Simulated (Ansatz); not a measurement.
# A series of single points on TiAl

System: TiAl (P4/mmm, 2 atoms in the cell).
Method: DFT PBEsol, scalar-relativistic, plane waves, PAW, no spin polarisation (Ansatz 0.2.0).

The 5 runs differ only in the geometry, by a strain of the cell at fixed fractional positions. Against run 3, the strain is εxx = η and εyy = η. The structure derives from a Materials Project entry.

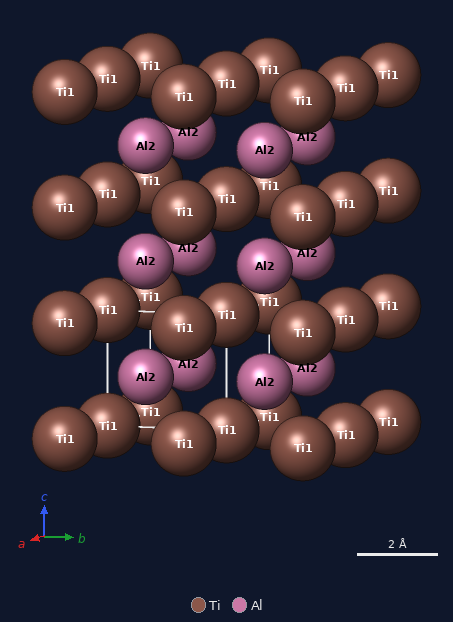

Figure 1. The structure of run 3 (spheres-only view of the cell of the calculation, repeated 2 × 2 × 3, seen slightly off an axis; atoms are numbered from 1 in the order of the input). An atom can appear more than once, as a periodic image.

## Input of run 3
```yaml
crystal:
  lattice:
    - [3.179064, 0.0, 0.0]
    - [0.0, 3.179064, 0.0]
    - [0.0, 0.0, 2.92473888]
  atoms:
    - { symbol: Ti, position: [0.0, 0.0, 0.0] }
    - { symbol: Al, position: [0.5, 0.5, 0.5] }
basis:
  ecutwfc: 420
kpoints:
  mp_grid: { grid: [16, 16, 16] }
hamiltonian:
  xc: pbesol
scf:
  occupations: { method: gaussian, width: 0.15 }
output:
  forces: true
  stress: true
  eigenvalues: true
```

Command:
```bash
ansatz run input.yaml --threads 1 --pin off --max-ram 2560MiB --backend cpu --events-out ev --progress --plain --runs-dir out
```

Run 2 differs from it as follows:
```diff
-    - [3.179064, 0.0, 0.0]
-    - [0.0, 3.179064, 0.0]
+    - [3.05190144, 0.0, 0.0]
+    - [0.0, 3.05190144, 0.0]
```

## Results, with one run withheld

```tsv
run	strain parameter η (%)	free energy per atom, from the lowest run given (meV)	pressure (GPa)
1	−8.0000	360.91	42.26
2	−4.0000	?	?
3	0.0000	27.05	8.57
4	4.0000	0.00	−1.37
5	8.0000	37.57	−8.31
```

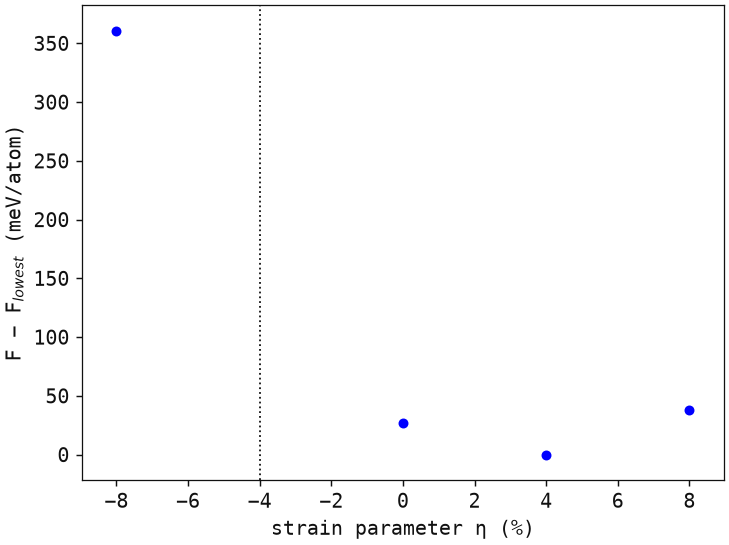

Figure 2. Free energy per atom of the runs given; the dotted line marks run 2.

What should run 2 give?

A quadratic polynomial in the coordinate, fitted to the 4 runs given, misses them by at most 6.25 meV per atom. With x = η − 1.0000, it reads F = 14.351 − 14.755 x + 2.6295 x² (meV per atom). At run 2 it gives 153.86 meV per atom, and the run itself gives 138.84. The fit has its minimum at η = 3.8057 %. The miss comes from the order of the polynomial or from scatter in that run; these data can't tell which.

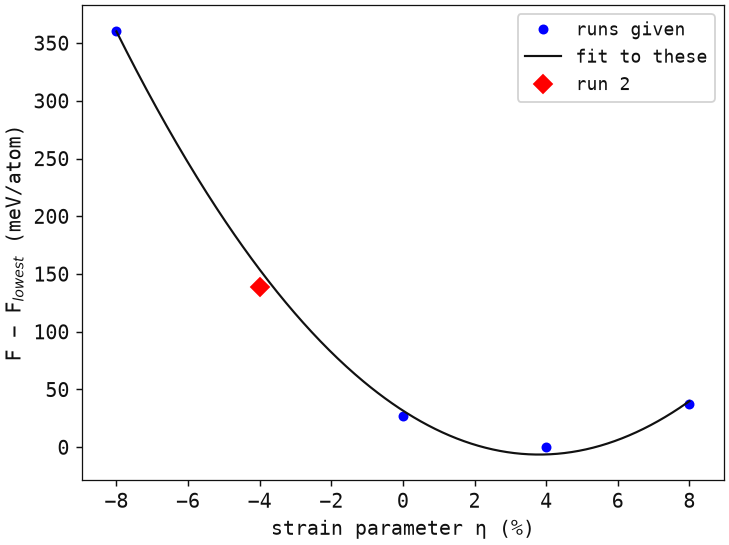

Figure 3. The fit and the withheld run.

## Output, shortened to warnings, some set-up lines, iterations and results (run 2)
```
Basis set: ecut = 420 eV, 513 PW (Γ), exchange–correlation on 48×48×40 points (8 copies of the dense FFT grid, shifted against one another)
Symmetry: 16 space group operations
k-points: 405 of 4096
Initial density: superposition of atomic densities (neutral atoms: chi_scale 0, normalization atom), corrected by the library's trained network
[...]
SCF iter   1: F=—  HF=-2998.740789 eV  |F-HF|=—  |Δ(HF+E_count)|=         —  Δρ=5.47e-3  dr2=1.32e-2  ethr=1.77e-3  ⟨swp⟩=5.0  Hψ=25018  notcnv=0
SCF iter   2: F=—  HF=-2998.738874 eV  |F-HF|=—  |Δ(HF+E_count)|=   1.91e-3  Δρ=4.01e-3  dr2=7.62e-3  ethr=8.83e-5  ⟨swp⟩=1.0  Hψ=8100  notcnv=0
SCF iter   3: F=—  HF=-2998.736784 eV  |F-HF|=—  |Δ(HF+E_count)|=   2.09e-3  Δρ=3.92e-4  dr2=1.64e-5  ethr=5.08e-5  ⟨swp⟩=2.1  Hψ=6020  notcnv=0  defer=1
SCF iter   4: F=—  HF=-2998.736745 eV  |F-HF|=—  |Δ(HF+E_count)|=   3.98e-5  Δρ=6.57e-5  dr2=6.68e-7  ethr=1.10e-7  ⟨swp⟩=2.2  Hψ=6663  notcnv=0  defer=1
SCF iter   5: F=-2998.736744 eV  HF=-2998.736744 eV  |F-HF|=1.49e-9  |Δ(HF+E_count)|=   1.95e-7  Δρ=6.31e-6  dr2=6.30e-9  ethr=4.45e-9  ⟨swp⟩=2.8  Hψ=7976  notcnv=0  defer=1
SCF iter   6: F=-2998.736744 eV  HF=-2998.736744 eV  |F-HF|=8.10e-10  |Δ(HF+E_count)|=  4.11e-10  Δρ=1.93e-6  dr2=1.13e-9  ethr=4.20e-11  ⟨swp⟩=2.0  Hψ=15703  notcnv=0
SCF 1 converged in 6 iterations: F = -2998.736744 eV  dr2 = 1.13e-9
SCF converged after 6 iterations
Free energy (F): -2998.736744 eV
Harris-Foulkes:  -2998.736744 eV  (|F-HF|=8.10e-10)
Internal energy: -2998.712952 eV  (E = F + TS)
E sigma→0 (E₀):  -2998.724848 eV
Entropy (-TS):   -0.023793 eV (-11.896 meV/atom)
Fermi energy:    13.678006 eV
--- Per-component energies (eV) ---
  E_band       = -126.784581
  E_kinetic    = 303.980085
  E_local      = -938.145445  (includes V_loc(G=0)·N_el)
  E_nonlocal   = 21.706563
  E_hartree    = 408.523130
  E_xc         = -139.407229
  E_vxc        = -154.955808  (∫ρ·V_xc dr)
  E_paw        = -1478.985397  (= ΣΔE_a)
  E_vpaw       = -176.416247  (= ΣTr[D̂ρ^β])
  E_aug_tail   = 0.000116  (compensation charges beyond the density's cutoff)
  E_ewald      = -1176.543297
  E_core_change = 0.158523  (= ΣΔE_core)
  E_smearing   = -0.023793  (= −TS)
  E_closure    = 0.000000  (closes the sum)
  Σ components = -2998.736744   (vs F -2998.736744, Δ=0.00e0)
--- Forces (eV/Å), atoms counted from 1 ---
  atom   1  Ti    -0.00000000    -0.00000000     0.00000000
  atom   2  Al     0.00000000    -0.00000000     0.00000000
  max |Σ_I F_I| component: 2.96e-31 eV/Å
--- Stress (GPa, compression-positive) ---
       22.908071       0.000000       0.000000
        0.000000      22.908071       0.000000
        0.000000       0.000000      22.063197
  P = ⅓ Tr σ = 22.6264 GPa (226.264 kbar)
```
